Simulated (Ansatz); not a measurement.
Input file:

```
crystal:
  lattice:
    - [1.3240785447, -4.4240607656, 0.0]
    - [1.3240785447, 4.4240607656, 0.0]
    - [0.0, 0.0, 6.9769523763]
  atoms:
    - { symbol: Al, position: [0.0, 0.0, 0.5] }
    - { symbol: Al, position: [0.2455729542, 0.7544270458, 0.75] }
    - { symbol: Al, position: [0.7544270458, 0.2455729542, 0.25] }
    - { symbol: Al, position: [0.0, 0.0, 0.0] }
    - { symbol: O, position: [0.6343510086, 0.3656489914, 0.9218384012] }
    - { symbol: O, position: [0.8930324872, 0.1069675128, 0.75] }
    - { symbol: O, position: [0.3656489914, 0.6343510086, 0.0781615988] }
    - { symbol: O, position: [0.3656489914, 0.6343510086, 0.4218384012] }
    - { symbol: O, position: [0.1069675128, 0.8930324872, 0.25] }
    - { symbol: O, position: [0.6343510086, 0.3656489914, 0.5781615988] }
basis:
  ecutwfc: 500
kpoints:
  mp_grid: { grid: [8, 8, 4] }
hamiltonian:
  xc: r2scan
scf:
  occupations: { method: gaussian, width: 0.05 }
output:
  forces: true
  stress: true
  eigenvalues: true
  write_density: true
  write_potential: true
  elf: true
  volumetric_format: npy
```

Command:

```sh
ansatz run input.yaml --threads 2 --pin off --max-ram 5120MiB --backend cpu --events-out ev --progress --plain --runs-dir out
```

Below, planes, directions and counts refer to the conventional cell (a = 2.65 Å, b = 8.85 Å, c = 6.98 Å, α = 90.00°, β = 90.00°, γ = 90.00°).

Space group Cmcm; a structure from a database of computed crystals, not necessarily the ambient phase.

Method: Ansatz 0.2.0, DFT r2SCAN, scalar-relativistic, plane waves, PAW.

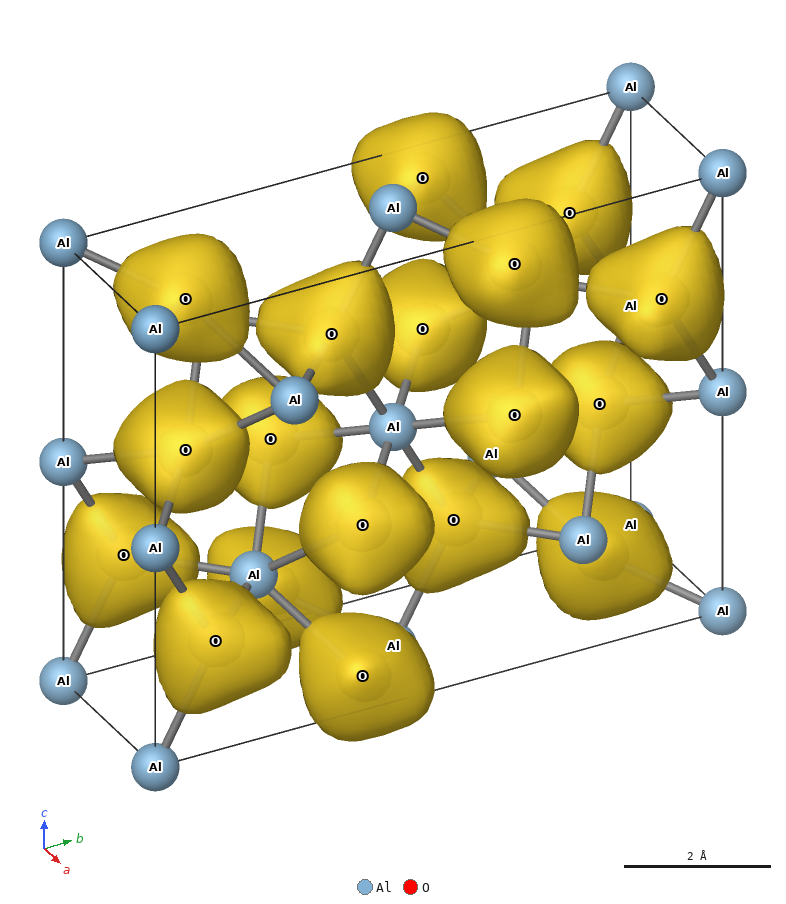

Al$_{2}$O$_{3}$. Isosurface of the ELF at 0.7 (yellow), seen at an oblique angle. Core shells and regions of very low density are left out. Sticks mark near contacts.

In a PAW calculation such maps are meaningful between the atoms, not at the nuclei.

Identify the bonds, lone pairs and shells in this picture.

Answer. The ELF exceeds this value in twelve regions on O in which the atom's valence shell and bonds are merged, counted in one cell of 20 atoms. Any copies at cell faces, edges or corners count once. Along the contacts the grid gives the following. Al–O (1.86 Å): the ELF peaks at about 0.85 in the valence shell of O, 0.7 Å from its nucleus, and is about 0.85 at the midpoint. Al–O (1.98 Å): the ELF peaks at about 0.85 in the valence shell of O, 0.7 Å from its nucleus, and is about 0.80 at the midpoint.
